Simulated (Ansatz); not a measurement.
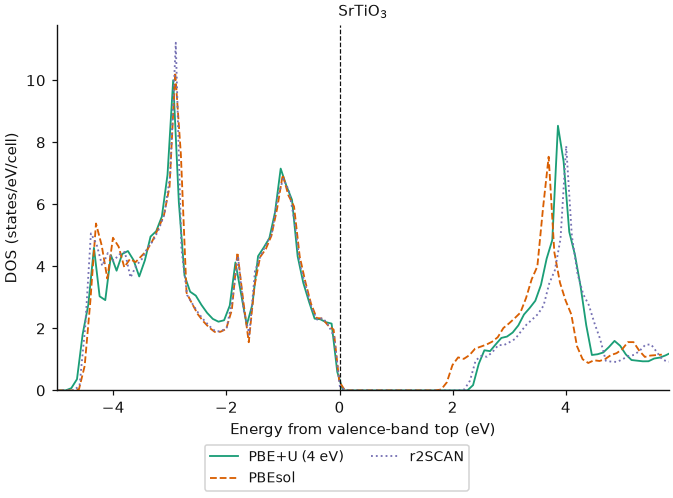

Total densities of states of SrTiO3, space group Pm-3m, 5 atoms in the cell, by three methods on the same cell. Each is counted from its own valence-band top.

### What changes from one method to the other?

PBE+U (4 eV) gives a gap of 2.32 eV, PBEsol gives a gap of 1.79 eV and r2SCAN gives a gap of 2.21 eV.

Settings. PBE+U (4 eV): DFT PBE+U, scalar-relativistic, plane waves, PAW, Ueff = 4 eV on Ti d, spin-polarised, 8×8×8 k mesh, 420 eV cutoff, Gaussian smearing of 0.02 eV (Ansatz 0.2.0). PBEsol: DFT PBEsol, scalar-relativistic, plane waves, PAW, no spin polarisation, 8×8×8 k mesh, 420 eV cutoff, Gaussian smearing of 0.02 eV (Ansatz). r2SCAN: DFT r2SCAN, scalar-relativistic, plane waves, PAW, spin-polarised, 8×8×8 k mesh, 500 eV cutoff, Gaussian smearing of 0.02 eV (Ansatz).

The run may have settled in a state above the lowest, so this need not be the ground state. Some starting moments didn't survive the run.
